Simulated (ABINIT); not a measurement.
Au: phonon calculation (part 2 of 2)

Continued. System: Au (P6₃/mmc, 2 atoms in the cell). Method: Kohn-Sham DFT of a periodic cell, LDA, PseudoDojo NC SR LDA v0.4.1 standard, no spin polarisation (ABINIT 10.8.3); cutoff 952.4 eV, 12×12×8 k-mesh, fermi-dirac of 0.136 eV. The structure derives from an entry of the Crystallography Open Database.

Geometry of the input (Å; fractional positions):
```
2.8642  0.0000  0.0000
-1.4321  2.4804  0.0000
0.0000  0.0000  4.6685
Au 0.6667  0.3333  0.2500
Au 0.3333  0.6667  0.7500
```

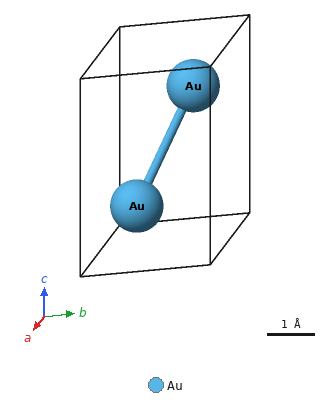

**Figure 1.** The structure (ball-and-stick view of the cell of the calculation, seen at an oblique angle). An atom can appear more than once, as a periodic image.

**Log, continued**
```
--- !EnergyTerms
iteration_state     : {dtset: 1, }
comment             : Components of total free energy in Hartree
kinetic             :  8.50696100127015E+01
hartree             :  5.09755457586746E+01
xc                  : -5.03084083815547E+01
Ewald energy        : -2.16358777864271E+02
psp_core            :  1.09521695736981E+01
local_psp           : -1.79952933039132E+02
non_local_psp       :  4.51624302086347E+00
internal            : -2.95106550919019E+02
'-kT*entropy'       : -1.58638584287758E-03
total_energy        : -2.95108137304862E+02
total_energy_eV     : -8.03030150853460E+03
band_energy         : -2.57778247508426E+01
...

 Cartesian components of stress tensor (hartree/bohr^3)
  sigma(1 1)=  3.22846848E-05  sigma(3 2)=  0.00000000E+00
  sigma(2 2)=  3.22846867E-05  sigma(3 1)=  0.00000000E+00
  sigma(3 3)= -4.28958571E-05  sigma(2 1)=  9.85745373E-11

-Cartesian components of stress tensor (GPa)         [Pressure= -2.1255E-01 GPa]
- sigma(1 1)=  9.49848222E-01  sigma(3 2)=  0.00000000E+00
- sigma(2 2)=  9.49848276E-01  sigma(3 1)=  0.00000000E+00
- sigma(3 3)= -1.26203969E+00  sigma(2 1)=  2.90016302E-06

================================================================================
== DATASET  2 ==================================================================

--- !DatasetInfo
iteration_state: {dtset: 2, }
dimensions: {natom: 2, nkpt: 580, mband: 27, nsppol: 1, nspinor: 1, nspden: 1, mpw: 2236, }
cutoff_energies: {ecut:  35.0, pawecutdg:  -1.0, }
electrons: {nelect:   3.80000000E+01, charge:   0.00000000E+00, occopt:   3.00000000E+00, tsmear:   4.99791000E-03, }
meta: {optdriver: 1, rfphon: 1, }
...

 mkfilename : getwfk/=0, take file _WFK from output of DATASET   1.

 Exchange-correlation functional for the present dataset will be:
  LDA: Perdew-Wang 92 LSD fit to Ceperley-Alder data - ixc=7
  J.P.Perdew and Y.Wang, PRB 45, 13244 (1992)

 Real(R)+Recip(G) space primitive vectors, cartesian coordinates (Bohr,Bohr^-1):
 R(1)=  5.4124599  0.0000000  0.0000000  G(1)=  0.1847589  0.1066706  0.0000000
 R(2)= -2.7062300  4.6873278  0.0000000  G(2)=  0.0000000  0.2133412  0.0000000
 R(3)=  0.0000000  0.0000000  8.8221311  G(3)=  0.0000000  0.0000000  0.1133513
 Unit cell volume ucvol=  2.2381724E+02 bohr^3
 Angles (23,13,12)=  9.00000000E+01  9.00000000E+01  1.20000000E+02 degrees
 setup1 : take into account q-point for computing boxcut.

 getcut: wavevector=  0.0000  0.0000  0.0000  ngfft=  30  30  48
         ecut(hartree)=     35.000   => boxcut(ratio)=   2.04300
--------------------------------------------------------------------------------

 ==>  initialize data related to q vector <==

 The list of irreducible perturbations for this q vector is:
    1)    idir= 1    ipert=   1
    2)    idir= 3    ipert=   1

================================================================================

 The perturbation idir=   2  ipert=   1 is
 symmetric of a previously calculated perturbation.
 So, its SCF calculation is not needed.

 The perturbation idir=   1  ipert=   2 is
 symmetric of a previously calculated perturbation.
 So, its SCF calculation is not needed.

 The perturbation idir=   2  ipert=   2 is
 symmetric of a previously calculated perturbation.
 So, its SCF calculation is not needed.

 The perturbation idir=   3  ipert=   2 is
 symmetric of a previously calculated perturbation.
 So, its SCF calculation is not needed.

--------------------------------------------------------------------------------
 Perturbation wavevector (in red.coord.)   0.000000  0.000000  0.000000
 Perturbation : displacement of atom   1   along direction   1
 Found     2 symmetries that leave the perturbation invariant.
 symkpt : the number of k-points, thanks to the symmetries,
 is reduced to   370 .

--------------------------------------------------------------------------------

--------------------------------------------------------------------------------

 dfpt_looppert : total number of electrons, from k and k+q
  fully or partially occupied states are    3.800000E+01 and    3.800000E+01.
 Initialisation of the first-order wave-functions :
  ireadwf=   0

--- !BeginCycle
iteration_state: {dtset: 2, }
solver: {iscf: 7, nstep: 80, nline: 4, wfoptalg: 0, }
tolerances: {tolvrs: 1.00E-08, }
...

     iter   2DEtotal(Ha)        deltaE(Ha) residm    vres2
-ETOT  1   1.3691967990771     -3.719E+03 5.737E+00 5.059E+02
 ETOT  2  0.27237018195910     -1.097E+00 5.137E+00 5.550E+01
 ETOT  3  0.24394933223402     -2.842E-02 2.465E-01 1.214E-01
 ETOT  4  0.24380523212767     -1.441E-04 4.498E-01 6.272E-03
 ETOT  5  0.24380199358257     -3.239E-06 2.032E-02 1.270E-04
 ETOT  6  0.24380198857534     -5.007E-09 4.493E-02 1.371E-04
 ETOT  7  0.24380194821561     -4.036E-08 2.017E-03 7.689E-07
 ETOT  8  0.24380194801597     -1.996E-10 4.744E-03 8.039E-09

 At SCF step    8       vres2   =  8.04E-09 < tolvrs=  1.00E-08 =>converged.
================================================================================

 ----iterations are completed or convergence reached----

 Mean square residual over all n,k,spin=   71.924E-08; max=  47.442E-04

 2DEtotal=    0.2438019480E+00 Ha. Also 2DEtotal=    0.663418897499E+01 eV
    (2DErelax=   -3.7196832032E+03 Ha. 2DEnonrelax=    3.7199270052E+03 Ha)
    (  non-var. 2DEtotal :    2.4381822149E-01 Ha)

--------------------------------------------------------------------------------
 Perturbation wavevector (in red.coord.)   0.000000  0.000000  0.000000
 Perturbation : displacement of atom   1   along direction   3
 Found     6 symmetries that leave the perturbation invariant.
 symkpt : the number of k-points, thanks to the symmetries,
 is reduced to   131 .

--------------------------------------------------------------------------------

--------------------------------------------------------------------------------

 dfpt_looppert : total number of electrons, from k and k+q
  fully or partially occupied states are    3.800000E+01 and    3.800000E+01.
 Initialisation of the first-order wave-functions :
  ireadwf=   0

--- !BeginCycle
iteration_state: {dtset: 2, }
solver: {iscf: 7, nstep: 80, nline: 4, wfoptalg: 0, }
tolerances: {tolvrs: 1.00E-08, }
...

     iter   2DEtotal(Ha)        deltaE(Ha) residm    vres2
-ETOT  1   10.399145097193     -1.123E+04 1.684E+01 2.058E+03
 ETOT  2   7.6259592385152     -2.773E+00 3.662E-02 4.267E+02
 ETOT  3   7.5208127183953     -1.051E-01 6.249E-04 6.726E-01
 ETOT  4   7.5203084585130     -5.043E-04 6.178E-04 2.415E-01
 ETOT  5   7.5202616816071     -4.678E-05 4.152E-05 8.034E-03
 ETOT  6   7.5202599214747     -1.760E-06 3.260E-04 2.551E-03
 ETOT  7   7.5202592025810     -7.189E-07 1.811E-05 4.903E-05
 ETOT  8   7.5202591866066     -1.597E-08 2.598E-04 2.051E-07
 ETOT  9   7.5202591864920     -1.146E-10 1.844E-05 2.325E-08
 ETOT 10   7.5202591862628     -2.292E-10 1.798E-04 1.251E-09

 At SCF step   10       vres2   =  1.25E-09 < tolvrs=  1.00E-08 =>converged.
================================================================================

 ----iterations are completed or convergence reached----

 Mean square residual over all n,k,spin=   54.910E-09; max=  17.983E-05

 2DEtotal=    0.7520259186E+01 Ha. Also 2DEtotal=    0.204636677387E+03 eV
    (2DErelax=   -1.1229421624E+04 Ha. 2DEnonrelax=    1.1236941883E+04 Ha)
    (  non-var. 2DEtotal :    7.5202661366E+00 Ha)

================================================================================

 ---- first-order wavefunction calculations are completed ----

 ==> Compute Derivative Database <==

  Dynamical matrix, in cartesian coordinates,
   if specified in the inputs, asr has been imposed
     j1       j2             matrix element
  dir pert dir pert     real part    imaginary part

   1    1   1    1         0.0083447595        -0.0000000000
   1    1   1    2        -0.0083447595         0.0000000000

   2    1   2    1         0.0083447595         0.0000000000
   2    1   2    2        -0.0083447595        -0.0000000000

   3    1   3    1         0.0966176305         0.0000000000
   3    1   3    2        -0.0966176305        -0.0000000000

   1    2   1    1        -0.0083447595        -0.0000000000
   1    2   1    2         0.0083447595         0.0000000000

   2    2   2    1        -0.0083447595         0.0000000000
   2    2   2    2         0.0083447595        -0.0000000000

   3    2   3    1        -0.0966176305         0.0000000000
   3    2   3    2         0.0966176305        -0.0000000000

  Phonon wavevector (reduced coordinates) :  0.00000  0.00000  0.00000
 Phonon energies in Hartree :
   0.000000E+00  0.000000E+00  0.000000E+00  2.155984E-04  2.155985E-04
   7.336128E-04
 Phonon frequencies in cm-1    :
   0.000000E+00  0.000000E+00  0.000000E+00  4.731838E+01  4.731840E+01
   1.610094E+02

== END DATASET(S) ==============================================================
================================================================================

 -outvars: echo values of variables after computation  --------
            acell      5.4124599302E+00  5.4124599350E+00  8.8221311005E+00 Bohr
           etotal1    -2.9510813730E+02
           etotal2     7.5202591863E+00
            fcart1    -6.3678732593E-27 -3.6764933533E-27  1.1922454204E-31
                       6.3678732593E-27  3.6764933533E-27 -1.1922454204E-31
            fcart2     0.0000000000E+00  0.0000000000E+00  0.0000000000E+00
                       0.0000000000E+00  0.0000000000E+00  0.0000000000E+00
            rprim      1.0000000000E+00  0.0000000000E+00  0.0000000000E+00
                      -5.0000000130E-01  8.6602540300E-01  0.0000000000E+00
                       0.0000000000E+00  0.0000000000E+00  1.0000000000E+00
           strten1     3.2284684847E-05  3.2284686702E-05 -4.2895857089E-05
                       0.0000000000E+00  0.0000000000E+00  9.8574537307E-11
           strten2     0.0000000000E+00  0.0000000000E+00  0.0000000000E+00
                       0.0000000000E+00  0.0000000000E+00  0.0000000000E+00
           xangst      1.4320752224E+00  8.2680901607E-01  1.1671176817E+00
                      -3.3289474793E-09  1.6536180321E+00  3.5013530451E+00
             xred      6.6666666667E-01  3.3333333333E-01  2.5000000000E-01
                       3.3333333333E-01  6.6666666667E-01  7.5000000000E-01
 Calculation completed.
```

**File anaddb.abo**
```
.Version 10.8.3 of ANADDB
================================================================================

 -outvars_anaddb: echo values of input variables ----------------------

 Miscellaneous information :
       eivec         1
         asr         1
      chneut         0
 First list of wavevector (reduced coord.) :
       nph1l         1
       qph1l
                     0.00000000E+00  0.00000000E+00  0.00000000E+00    1.000E+00

================================================================================

 read the DDB information and perform some checks

  ==== Info on the Cryst% object ====
 Real(R)+Recip(G) space primitive vectors, cartesian coordinates (Bohr,Bohr^-1):
 R(1)=  5.4124599  0.0000000  0.0000000  G(1)=  0.1847589  0.1066706  0.0000000
 R(2)= -2.7062300  4.6873278  0.0000000  G(2)=  0.0000000  0.2133412  0.0000000
 R(3)=  0.0000000  0.0000000  8.8221311  G(3)=  0.0000000  0.0000000  0.1133513
 Unit cell volume ucvol=  2.2381724E+02 bohr^3
 Angles (23,13,12)=  9.00000000E+01  9.00000000E+01  1.20000000E+02 degrees
 Time-reversal symmetry is present
 Reduced atomic positions [iatom, xred, symbol]:
    1)    0.6666667  0.3333333  0.2500000  Au
    2)    0.3333333  0.6666667  0.7500000  Au

 DDB file with 3 blocks has been read.

================================================================================

 Treat the first list of vectors

  Phonon wavevector (reduced coordinates) :  0.00000  0.00000  0.00000
 Phonon energies in Hartree :
   0.000000E+00  0.000000E+00  0.000000E+00  2.155984E-04  2.155984E-04
   7.336128E-04
 Phonon frequencies in cm-1    :
   0.000000E+00  0.000000E+00  0.000000E+00  4.731839E+01  4.731839E+01
   1.610094E+02

 Eigendisplacements
 (will be given, for each mode : in cartesian coordinates
   for each atom the real part of the displacement vector,
   then the imaginary part of the displacement vector - absolute values smaller than 1.0d-7 are set to zero)
  Mode number    1   Energy    0.000000E+00
 Attention : low frequency mode.
   (Could be unstable or acoustic mode)
   1  0.00000000E+00  0.00000000E+00  1.18007259E-03
      0.00000000E+00  0.00000000E+00  0.00000000E+00
   2  0.00000000E+00  0.00000000E+00  1.18007259E-03
      0.00000000E+00  0.00000000E+00  0.00000000E+00
  Mode number    2   Energy    0.000000E+00
 Attention : low frequency mode.
   (Could be unstable or acoustic mode)
   1  0.00000000E+00 -1.18007259E-03  0.00000000E+00
      0.00000000E+00  0.00000000E+00  0.00000000E+00
   2  0.00000000E+00 -1.18007259E-03  0.00000000E+00
      0.00000000E+00  0.00000000E+00  0.00000000E+00
  Mode number    3   Energy    0.000000E+00
 Attention : low frequency mode.
   (Could be unstable or acoustic mode)
   1  1.18007259E-03  0.00000000E+00  0.00000000E+00
      0.00000000E+00  0.00000000E+00  0.00000000E+00
   2  1.18007259E-03  0.00000000E+00  0.00000000E+00
      0.00000000E+00  0.00000000E+00  0.00000000E+00
  Mode number    4   Energy    2.155984E-04
   1  8.25990318E-04 -8.42799688E-04  0.00000000E+00
      0.00000000E+00  0.00000000E+00  0.00000000E+00
   2 -8.25990318E-04  8.42799688E-04  0.00000000E+00
      0.00000000E+00  0.00000000E+00  0.00000000E+00
  Mode number    5   Energy    2.155984E-04
   1  8.42799688E-04  8.25990318E-04  0.00000000E+00
      0.00000000E+00  0.00000000E+00  0.00000000E+00
   2 -8.42799688E-04 -8.25990318E-04  0.00000000E+00
      0.00000000E+00  0.00000000E+00  0.00000000E+00
  Mode number    6   Energy    7.336128E-04
   1  0.00000000E+00  0.00000000E+00  1.18007259E-03
      0.00000000E+00  0.00000000E+00  0.00000000E+00
   2  0.00000000E+00  0.00000000E+00 -1.18007259E-03
      0.00000000E+00  0.00000000E+00  0.00000000E+00

 Analysis of degeneracies and characters (maximum tolerance=1.00E-06 a.u.)
 For each vibration mode, or group of modes if degenerate,
 the characters are given for each symmetry operation (see the list in the log file).
 Symmetry characters of vibration mode #   1
       degenerate with vibration modes #   2 to    3
  3.0 -3.0  1.0 -1.0  2.0 -2.0  1.0 -1.0 -0.0  0.0  1.0 -1.0 -1.0  1.0  1.0 -1.0
 -0.0  0.0  1.0 -1.0  2.0 -2.0  1.0 -1.0
 Symmetry characters of vibration mode #   4
        degenerate with vibration mode #   5
  2.0  2.0  0.0  0.0 -1.0 -1.0 -0.0 -0.0 -1.0 -1.0  0.0  0.0  2.0  2.0  0.0  0.0
 -1.0 -1.0 -0.0 -0.0 -1.0 -1.0  0.0  0.0
 Symmetry characters of vibration mode #   6
  1.0  1.0 -1.0 -1.0 -1.0 -1.0  1.0  1.0  1.0  1.0 -1.0 -1.0 -1.0 -1.0  1.0  1.0
  1.0  1.0 -1.0 -1.0 -1.0 -1.0  1.0  1.0

================================================================================

 anaddb : the run completed successfully.
```

**Summary**

| quantity | value |
| --- | --- |
| outcome | converged |
| space group (tolerance 0.01 Å) | P6₃/mmc (194) |
| electrons treated | 38 |
| free energy | −8030.3015 eV |
| Fermi energy | 13.176 eV |
| gap on the k-point mesh | none (metallic) |
| pressure | −0.21 GPa |
| largest force (length of the vector) | under 0.001 eV/Å |
| wall time | 2.4 min (CPU time 9.6 min) |
| peak memory | 1.3 GiB |

**Notes**

Spin–orbit coupling is left out, which matters for Au.
